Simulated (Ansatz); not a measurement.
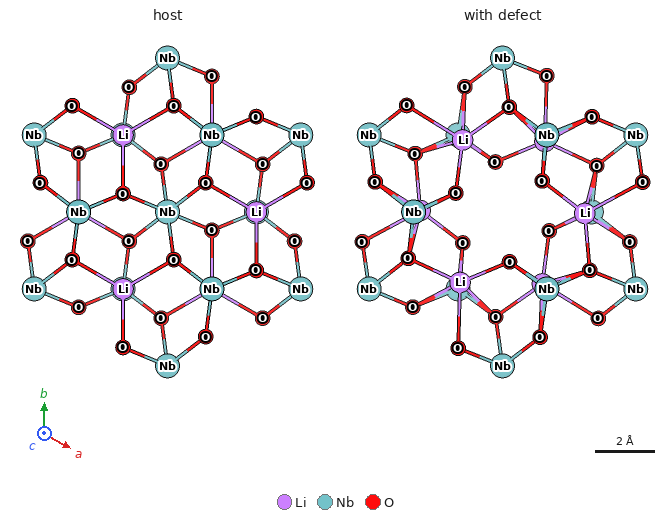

Left: perfect LiNbO₃. Right: the same region with one point defect, after relaxing the atoms in a supercell of 40 sites. Style: ball-and-stick. Shown: the atoms within 6.0 Å of one point, in a slice 5.0 Å thick across the line of sight, along the c axis.

Computed with DFT PBE, scalar-relativistic, plane waves, PAW in Ansatz 0.2.0. Set-up: plane-wave cutoff 420 eV; k-point mesh 2 × 2 × 2; occupations gaussian; smearing width 0.01 eV; mesh shifted by (0.5, 0.5, 0.5); collinear spin. The cell is small and the k-mesh coarse, so the numbers are rough. The axes drawn are those of the host's conventional cell.

**What kind of defect was made?**

A niobium atom is taken out (a vacancy).

The charge state of the cell is 0.

**What does the relaxation do around it?**

Around the empty Nb site the host had 6 O at 2.00 Å; after relaxation the nearest atoms are 6 O at 2.08 Å, 2 Li at 2.26 Å. Of the host's atoms, a lithium atom moves furthest from its site, by 1.19 Å. The cell's net moment is 5.00 μB. Relaxing the atoms from the host's sites lowers the energy by 1.39 eV. At a tolerance of 0.02 Å the relaxed supercell has space group R-3.
